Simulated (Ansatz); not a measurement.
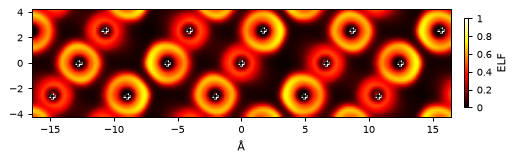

The ELF on a plane through atoms (crosses mark nuclei in the plane).

Method: DFT PBE, scalar-relativistic, plane waves, PAW (Ansatz).

Candidates:
A. Si, a = 3.89 Å, b = 3.89 Å, c = 5.29 Å, α = 90.00°, β = 90.00°, γ = 90.00°. Space group I4₁/amd.
B. HfSi₂, a = 3.68 Å, b = 14.59 Å, c = 3.66 Å, α = 90.00°, β = 90.00°, γ = 90.00°. Space group Cmcm.
C. Bi₂Te₃, a = 4.45 Å, b = 4.45 Å, c = 32.17 Å, α = 90.00°, β = 90.00°, γ = 120.00°. Space group R-3m.

### Which system is this?

Candidate C: Bi₂Te₃ on the (110) plane of the conventional cell, which holds Bi and Te. Bi–Te (3.09 Å): the ELF peaks at about 0.65 in the valence shell of Te, 1.3 Å from its nucleus, and drops to about 0.35 between the two atoms. Bi–Te (3.29 Å): the ELF peaks at about 0.65 in the valence shell of Te, 1.3 Å from its nucleus, and drops to about 0.30 between the two atoms.
